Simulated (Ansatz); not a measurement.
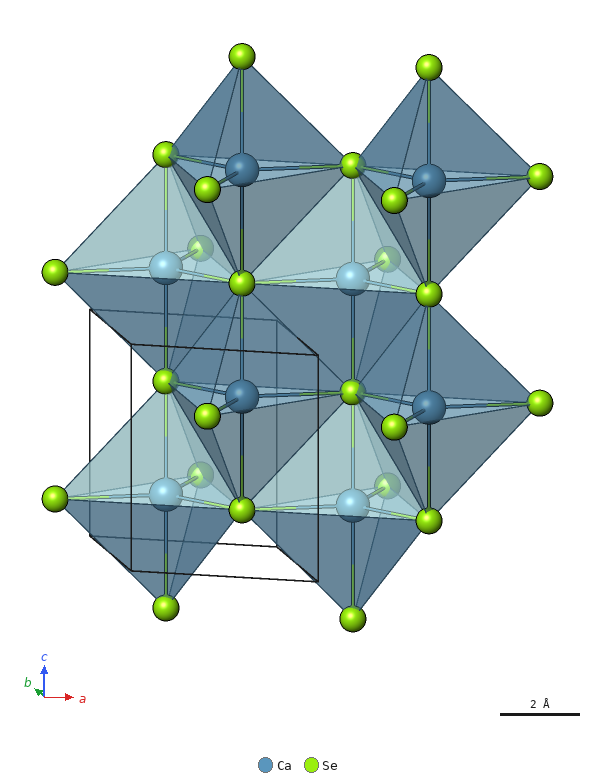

Figure 1. The structure (polyhedral view of the cell of the calculation, repeated 2 × 1 × 2, seen slightly off an axis; polyhedra are completed across the faces of the cell).

**Single-point calculation, with input and output: CaSe**

CaSe (4 atoms in the cell), computed with DFT, r2SCAN, plane waves, PAW, no spin polarisation (Ansatz 0.2.0).

The structure was built on a prototype by a generator. The geometry comes from this level: r2SCAN.

**The input**
```yaml
crystal:
  lattice:
    - [5.0056779917, 0.0, 0.0]
    - [-2.5028389959, 4.335044304, 0.0]
    - [0.0, 0.0, 5.8755389731]
  atoms:
    - { symbol: Ca, position: [0.3333333333, 0.6666666667, 0.25] }
    - { symbol: Ca, position: [0.6666666667, 0.3333333333, 0.75] }
    - { symbol: Se, position: [0.6666666667, 0.3333333333, 0.25] }
    - { symbol: Se, position: [0.3333333333, 0.6666666667, 0.75] }
kpoints:
  mp_grid: { grid: [6, 6, 4] }
  band_path:
    path:
      - [0.0, 0.0, 0.0]
      - [0.5, 0.0, 0.0]
      - [0.3333333333, 0.3333333333, 0.0]
      - [0.0, 0.0, 0.5]
      - [0.5, 0.0, 0.5]
      - [0.3333333333, 0.3333333333, 0.5]
    npoints: 1
hamiltonian:
  xc: r2scan
scf:
  occupations: { method: fixed }
  n_extra_bands: 5
output:
  forces: true
  stress: true
  eigenvalues: true
```

Launched with:
```bash
ansatz run input.yaml --threads 2 --pin off --max-ram 2764MiB --backend cpu --events-out ev --progress --plain --runs-dir out
```

**Log**
```
scf.n_extra_bands = 5 over 26 filled bands (N_el = 52.0): the run solves 31 bands
Engine: ansatz 0.2.0, aarch64-unknown-linux-gnu
Pseudopotentials: kind: paw
Pseudopotential: Ca, paw, valence charge 10, recommended cutoff 500 eV (meta_gga), Ca.paw.azcp
Pseudopotential: Se, paw, valence charge 16, recommended cutoff 500 eV (meta_gga), Se.paw.azcp
Functional definition: r2SCAN
  parameter k0 = 0.174
  parameter k1 = 0.065
  parameter a1 = 4.9479
  exchange = r2scan_x(k0 = k0, k1 = k1, a1 = a1)
  correlation = r2scan_c
Crystal: 4 atoms, lattice volume = 127.498 Å³
Basis set: ecut = 500 eV, 3171 PW (Γ), exchange–correlation on 160×160×180 points (64 copies of the dense FFT grid, shifted against one another)
Bands: 31, of which v1, the nominal top of the filled ones, is band 26 counted from 1 (25 counted from 0)
Symmetry: 24 space group operations
Space group: P63/mmc (ITA 194), of the structure as read, at distance tolerance 5.0e-5 Å
k-points: 21 of 144
Non-local potential: Ca, projectors of the file, l = 0: 3, l = 1: 2, l = 2: 2
Non-local potential: Se, projectors of the file, l = 0: 2, l = 1: 2, l = 2: 3, l = 3: 1
PAW form: soft (Blöchl's): semilocal exchange-correlation on the pseudo side does not see the compensation charge
PAW frozen core: Ca, regenerated for the run's functional (the file was generated under x = pbe(κ = 0.804, μ = 0.2195149727645171), c = pbe(β = 0.06672455060314922))
PAW frozen core: Se, regenerated for the run's functional (the file was generated under x = pbe(κ = 0.804, μ = 0.2195149727645171), c = pbe(β = 0.06672455060314922))
PAW one-centre angular grid: Ca, 302 points (default); XC on 160 Gauss nodes
PAW one-centre angular grid: Se, 590 points (default); XC on 160 Gauss nodes
Initial density: superposition of atomic densities (neutral atoms: chi_scale 0, normalization atom), corrected by the library's trained network
Initial wavefunctions: pseudopotential atomic-orbital guess
Functional: x = r2scan, c = r2scan; τ floored in thin density (d = 2e-4 eV/Å³)
SCF iter   1: F=—  HF=-14608.226485 eV  |F-HF|=—  |Δ(HF+E_count)|=         —  Δρ=5.01e-3  dr2=4.77e-2  dr2_τ=1.82e-2  ethr=1.77e-3  ⟨swp⟩=4.8  Hψ=2529  notcnv=0  defer=57
preconditioner: auto → Resta (q_TF=auto, 2.349 Å⁻¹)  ε∞=3.2  [insulator: Δε(μ)=3.012 eV  Ē_g=8.902 eV  n_scr=22 (ndim 8)  ℏωp=13.2 eV  f_vac=0.173  ε∞_Penn≈3.2]
SCF iter   2: F=—  HF=-14608.308789 eV  |F-HF|=—  |Δ(HF+E_count)|=   8.23e-2  Δρ=2.13e-3  dr2=7.88e-3  dr2_τ=3.63e-4  ethr=9.17e-5  ⟨swp⟩=3.0  Hψ=1437  notcnv=0  defer=61
SCF iter   3: F=—  HF=-14608.307610 eV  |F-HF|=—  |Δ(HF+E_count)|=   1.18e-3  Δρ=7.45e-4  dr2=9.95e-4  dr2_τ=4.45e-5  ethr=1.52e-5  ⟨swp⟩=3.0  Hψ=1035  notcnv=0  defer=61
SCF iter   4: F=—  HF=-14608.307638 eV  |F-HF|=—  |Δ(HF+E_count)|=   2.79e-5  Δρ=2.86e-4  dr2=1.32e-4  dr2_τ=7.71e-6  ethr=1.91e-6  ⟨swp⟩=3.0  Hψ=1188  notcnv=0  defer=61
SCF iter   5: F=—  HF=-14608.307668 eV  |F-HF|=—  |Δ(HF+E_count)|=   3.01e-5  Δρ=4.95e-5  dr2=7.80e-6  dr2_τ=1.85e-7  ethr=2.54e-7  ⟨swp⟩=2.5  Hψ=1210  notcnv=0  defer=61
SCF iter   6: F=—  HF=-14608.307727 eV  |F-HF|=—  |Δ(HF+E_count)|=   5.90e-5  Δρ=1.66e-5  dr2=4.34e-7  dr2_τ=1.73e-8  ethr=1.50e-8  ⟨swp⟩=2.5  Hψ=953  notcnv=0  defer=52
SCF iter   7: F=-14608.307727 eV  HF=-14608.307727 eV  |F-HF|=1.29e-8  |Δ(HF+E_count)|=   2.77e-7  Δρ=2.79e-6  dr2=1.46e-8  dr2_τ=6.19e-10  ethr=1.92e-10  ⟨swp⟩=11.9  Hψ=3605  notcnv=0
SCF 1 converged in 7 iterations: F = -14608.307727 eV  dr2 = 1.46e-8
  greatest PAW one-centre occupation: 1.000 electrons in one spin orbital (limit 2), on the Se atom at site 3 (counted from 0), in its partial waves of l = 2
NSCF: frozen V_eff on 6 k-points
SCF converged after 7 iterations
Free energy (F): -14608.307727 eV
Harris-Foulkes:  -14608.307727 eV  (|F-HF|=1.29e-8)
Internal energy: -14608.307727 eV  (E = F + TS)
E sigma→0 (E₀):  -14608.307727 eV
Fermi energy:    4.667647 eV
--- Per-component energies (eV) ---
  E_band       = -1175.922716
  E_kinetic    = 796.182015
  E_local      = -7389.628691  (includes V_loc(G=0)·N_el)
  E_nonlocal   = -1066.654032
  E_hartree    = 3379.826840
  E_xc         = -472.896327
  E_vxc        = -602.969156  (∫ρ·V_xc dr)
  E_paw        = -5576.347906  (= ΣΔE_a)
  E_vpaw       = 293.606904  (= ΣTr[D̂ρ^β])
  E_aug_tail   = -0.000425  (compensation charges beyond the density's cutoff)
  E_vtau       = 33.884489  (kinetic-family band-sum trace: ∫τ·v_τ [+ j·A + Jᵃ·Aᵃ] dr)
  E_ewald      = -4274.818329
  E_core_change = -3.970871  (= ΣΔE_core)
  E_smearing   = -0.000000  (= −TS)
  E_closure    = -0.000000  (closes the sum)
  Σ components = -14608.307727   (vs F -14608.307727, Δ=0.00e0)
--- Forces (eV/Å), atoms counted from 1 ---
  atom   1  Ca    -0.00000000    -0.00000000     0.00000000
  atom   2  Ca    -0.00000000     0.00000000     0.00000000
  atom   3  Se     0.00000000     0.00000000     0.00000000
  atom   4  Se     0.00000000     0.00000000     0.00000000
  max |Σ_I F_I| component: 2.66e-17 eV/Å
--- Stress (GPa, compression-positive) ---
       -0.012584      -0.000000       0.000000
       -0.000000      -0.012584       0.000000
        0.000000       0.000000       0.015361
  P = ⅓ Tr σ = -0.0033 GPa (-0.033 kbar)
--- Band table (eV; the first three rows and the last of 21) ---
  k-point 0: bands = ["-41.8056", "-41.8056", "-41.8056", "-41.8056", "-41.8049", "-41.8046", "-41.7995", "-41.7995", "-41.7993", "-41.7993", "-36.7868", "-36.7781", "-16.9481", "-16.9481", "-16.9429", "-16.9196", "-16.9196", "-16.8701", "-7.2691", "-6.7473", "2.4889", "3.0951", "3.0951", "3.6029", "3.6029", "4.6676", "7.7200", "8.7580", "8.7580", "9.6100", "10.2222"]
  k-point 1: bands = ["-41.8056", "-41.8056", "-41.8056", "-41.8056", "-41.8049", "-41.8046", "-41.7995", "-41.7995", "-41.7993", "-41.7993", "-36.7856", "-36.7794", "-16.9438", "-16.9438", "-16.9360", "-16.9237", "-16.9237", "-16.8846", "-7.1530", "-6.7777", "2.4363", "3.1332", "3.1332", "3.4818", "3.4818", "3.7767", "8.1330", "9.2055", "9.2055", "9.8654", "10.6686"]
  k-point 2: bands = ["-41.8056", "-41.8056", "-41.8056", "-41.8056", "-41.8047", "-41.8047", "-41.7994", "-41.7994", "-41.7994", "-41.7994", "-36.7826", "-36.7826", "-16.9337", "-16.9337", "-16.9337", "-16.9337", "-16.9140", "-16.9140", "-6.9220", "-6.9220", "2.7402", "2.7402", "3.2683", "3.2683", "3.2683", "3.2683", "8.9072", "8.9072", "10.2154", "10.2154", "10.2154"]
  k-point 20: bands = ["-41.8057", "-41.8057", "-41.8056", "-41.8056", "-41.8046", "-41.8046", "-41.7994", "-41.7994", "-41.7994", "-41.7994", "-36.7820", "-36.7820", "-16.9842", "-16.9842", "-16.9419", "-16.9419", "-16.8836", "-16.8836", "-6.7588", "-6.7588", "2.0660", "2.0660", "3.0990", "3.0990", "3.8197", "3.8197", "8.5133", "8.5133", "10.0568", "10.0568", "10.5039"]
```

**File bands.tsv**
```
# k_distance	band_0	band_1	band_2	band_3	band_4	band_5	band_6	band_7	band_8	band_9	band_10	band_11	band_12	band_13	band_14	band_15	band_16	band_17	band_18	band_19	band_20	band_21	band_22	band_23	band_24	band_25	band_26	band_27	band_28	band_29	band_30
# fermi_ev = 4.667647
# lock_threshold_ev = 1e-6
# [0, 0, 0] at k_distance = 0.000000
# [0.5, 0, 0] at k_distance = 0.724697
# [0.3333333333, 0.3333333333, 0] at k_distance = 1.143101
# [0, 0, 0.5] at k_distance = 2.136147
# [0.5, 0, 0.5] at k_distance = 2.860844
# [0.3333333333, 0.3333333333, 0.5] at k_distance = 3.279248
# levels_relative_to = fermi_ev
# free_energy_ev = -14608.307727
# largest_residual_norms_ev = 5.605e-4 8.437e-4 4.703e-4 6.726e-4 5.890e-4 7.274e-4 5.961e-4 6.243e-4 6.151e-4 9.786e-4 4.671e-4 4.878e-4 2.808e-4 3.626e-4 3.289e-4 3.273e-4 3.901e-4 3.142e-4 6.192e-4 9.161e-4 9.095e-4 1.550e-3 1.728e-3 3.892e-4 1.377e-3 4.722e-4 6.929e-4 7.170e-4 8.808e-4 4.180e-4 8.231e-4
0.000000	-46.473270	-46.473270	-46.473250	-46.473250	-46.472582	-46.472242	-46.467181	-46.467181	-46.466948	-46.466948	-41.454435	-41.445746	-21.615720	-21.615720	-21.610579	-21.587203	-21.587203	-21.537743	-11.936750	-11.414986	-2.178712	-1.572556	-1.572556	-1.064745	-1.064745	0.000000	3.052337	4.090321	4.090321	4.942352	5.554591
0.724697	-46.473374	-46.473311	-46.473274	-46.473213	-46.472391	-46.472292	-46.467203	-46.467128	-46.467008	-46.466928	-41.451059	-41.448166	-21.633593	-21.623972	-21.615387	-21.586914	-21.585228	-21.561007	-11.632957	-11.457986	-2.260520	-1.638555	-1.589742	-1.438175	-0.996148	-0.515440	3.543011	3.704984	4.158322	5.113528	5.129204
1.143101	-46.473349	-46.473349	-46.473285	-46.473204	-46.472334	-46.472334	-46.467215	-46.467067	-46.467067	-46.466918	-41.449542	-41.449542	-21.630475	-21.623652	-21.623652	-21.588828	-21.572987	-21.572987	-11.529300	-11.529300	-2.114501	-1.642577	-1.642577	-1.297543	-1.297543	-0.567323	2.894125	3.292108	4.988939	5.523256	5.523256
2.136147	-46.473261	-46.473261	-46.473261	-46.473261	-46.472354	-46.472354	-46.467064	-46.467064	-46.467064	-46.467064	-41.450237	-41.450237	-21.601321	-21.601321	-21.601321	-21.601321	-21.581679	-21.581679	-11.589614	-11.589614	-1.927452	-1.927452	-1.399366	-1.399366	-1.399366	-1.399366	4.239562	4.239562	5.547795	5.547795	5.547795
2.860844	-46.473325	-46.473325	-46.473244	-46.473244	-46.472302	-46.472302	-46.467068	-46.467068	-46.467065	-46.467065	-41.449721	-41.449721	-21.650237	-21.650237	-21.605321	-21.605321	-21.553913	-21.553913	-11.444483	-11.444483	-2.663963	-2.663963	-1.237692	-1.237692	-1.054075	-1.054075	4.040457	4.040457	5.212947	5.212947	5.804427
3.279248	-46.473329	-46.473329	-46.473245	-46.473245	-46.472296	-46.472296	-46.467067	-46.467067	-46.467066	-46.467066	-41.449655	-41.449655	-21.651832	-21.651832	-21.609538	-21.609538	-21.551246	-21.551246	-11.426449	-11.426449	-2.601650	-2.601650	-1.568615	-1.568615	-0.847979	-0.847979	3.845702	3.845702	5.389185	5.389185	5.836291
```

**Results in brief**

| quantity | value |
| --- | --- |
| outcome | converged |
| space group (tolerance 0.01 Å) | P6₃/mmc (194) |
| electrons treated | 52 |
| free energy | −14608.3077 eV |
| Fermi energy | 4.668 eV |
| gap on the k-point mesh | 2.89 eV |
| pressure | 0.00 GPa |
| largest force (length of the vector) | under 0.001 eV/Å |
| hardware | 2 threads of Arm Neoverse V1, 24 GiB of memory available, shared host |
| wall time | 7 s (CPU time 14 s) |
| peak memory | 0.71 GiB |
